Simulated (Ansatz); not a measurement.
## Electronic structure of AlGa3N4 in real space

Input

```
crystal:
  lattice:
    - [4.1548469939, 0.0, 0.0]
    - [0.0, 4.4675774128, 0.0]
    - [0.0, 0.0, 4.4675774128]
  atoms:
    - { symbol: Al, position: [0.0, 0.0, 0.0] }
    - { symbol: Ga, position: [0.4631343825, 0.5000000673, 0.0] }
    - { symbol: Ga, position: [0.5368656175, 0.0, 0.4999994893] }
    - { symbol: Ga, position: [0.0, 0.4999999327, 0.5000005107] }
    - { symbol: "N", position: [0.7550465856, 0.7436685412, 0.2335759052] }
    - { symbol: "N", position: [0.7550462288, 0.2563311435, 0.7664241363] }
    - { symbol: "N", position: [0.2449537297, 0.7664242732, 0.7436686781] }
    - { symbol: "N", position: [0.2449534559, 0.2335760421, 0.2563312804] }
basis:
  ecutwfc: 520.0
kpoints:
  mp_grid: { grid: [6, 6, 6] }
hamiltonian:
  xc: pbesol
  pseudopotentials: { kind: paw, azcp: { folder: soft_1 } }
scf:
  occupations: { method: gaussian, width: 0.05 }
output:
  forces: true
  stress: true
  eigenvalues: true
  write_density: true
  write_potential: true
  elf: true
  volumetric_format: npy
```

Run with:

```sh
ansatz run input.yaml --threads 2 --pin off --max-ram 4096MiB --backend cpu --events-out ev --progress --plain --runs-dir out
```

Below, planes, directions and counts refer to the conventional cell (a = 4.47 Å, b = 4.47 Å, c = 4.15 Å, α = 90.00°, β = 90.00°, γ = 90.00°).

Space group P-4; a point of a scan over the structure, not its minimum; a structure from a database of computed crystals, not necessarily the ambient phase; changed on purpose from its base cell (mode 4 frozen in at -0.165 Å, normal strain along x -0.0700); not relaxed (largest force 1.3 eV/Å); computed pressure about 15 GPa in this cell; PAW files of the earlier set (soft_1).

All numbers below come from Ansatz 0.2.0, DFT PBEsol, scalar-relativistic, plane waves, PAW.

The density is the valence pseudo-density of a PAW calculation; it isn't the true density close to the nuclei.

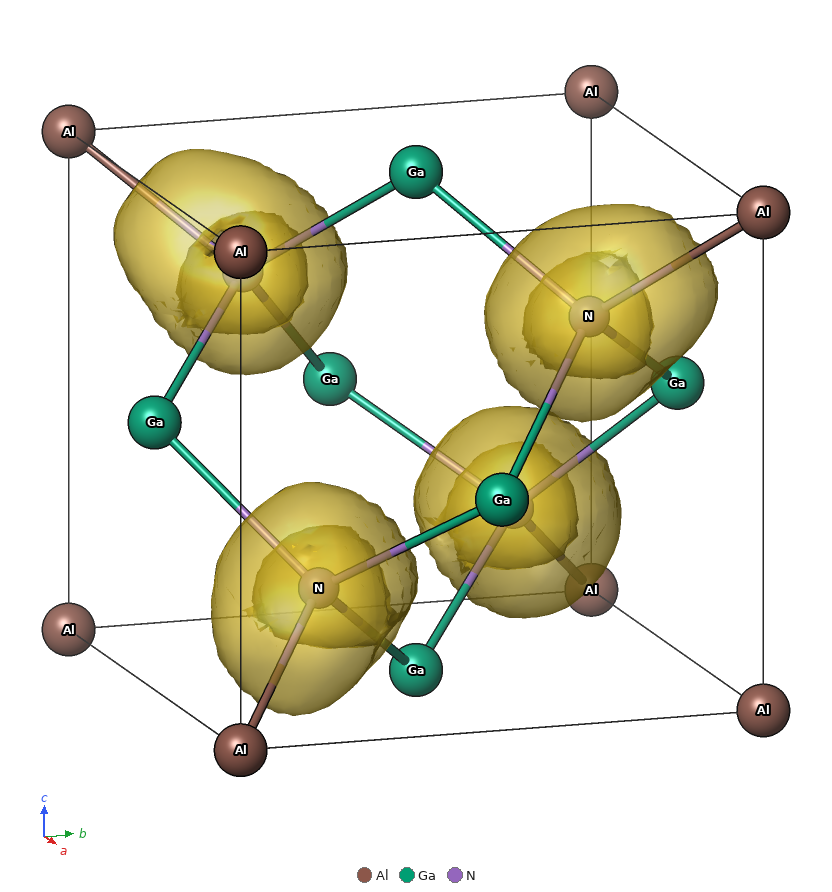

Figure 1. Isosurface of the ELF at 0.75 (yellow), seen slightly off an axis. Core shells and regions of very low density are left out. Sticks mark near contacts.

Question: Describe the localisation domains.

Answer: The ELF exceeds this value in four regions on N in which the atom's valence shell and bonds are merged, counted in one cell of 8 atoms. Any copies at cell faces, edges or corners count once.


Al–N (1.85 Å): the ELF peaks at about 0.90 between the atoms; a polar covalent bond. Ga–N (1.88 Å): the ELF peaks at about 0.85 in the valence shell of N, 0.7 Å from its nucleus, and is about 0.50 at the midpoint.

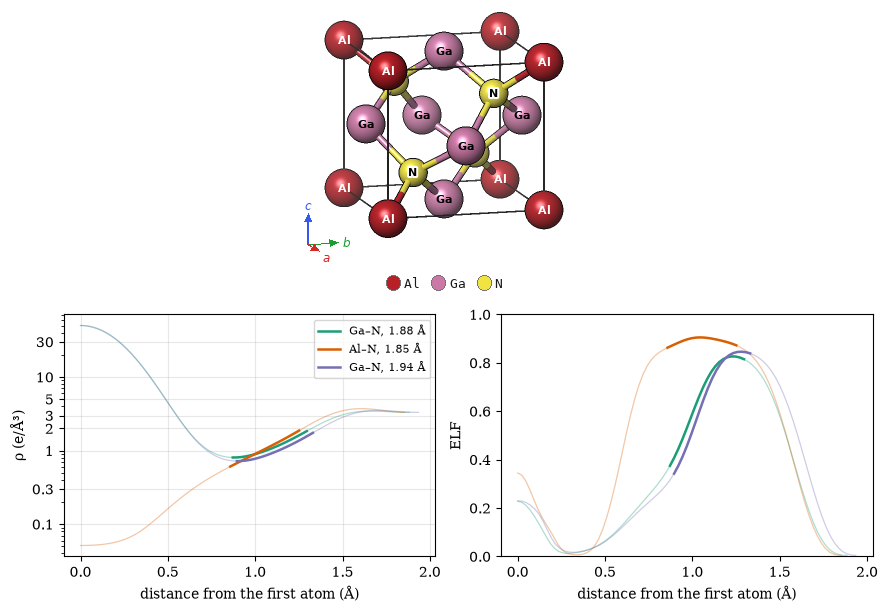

Figure 2. Valence electron density and electron localisation function along straight lines between neighbouring atoms. Thin, pale parts lie inside the atomic spheres. The structure is drawn too.

Question: Compare the contacts.

Answer: Ga–N (1.88 Å): the density is about 0.83 e/Å³ at the midpoint; the ELF peaks at about 0.85 in the valence shell of N, 0.7 Å from its nucleus, and is about 0.50 at the midpoint.
Al–N (1.85 Å): the density is about 0.74 e/Å³ at the midpoint; the ELF peaks at about 0.90 between the atoms: a shared but strongly polarised pair.
Ga–N (1.94 Å): ρ at the midpoint is about 0.75 e/Å³; the ELF peaks at about 0.85 in the valence shell of N, 0.7 Å from its nucleus, and is about 0.45 at the midpoint.

Question: Metal or insulator at this level of theory?

Answer: It is gapped, with a Kohn–Sham gap of 2.6 eV on the k-point mesh, an upper bound to the gap of this method.
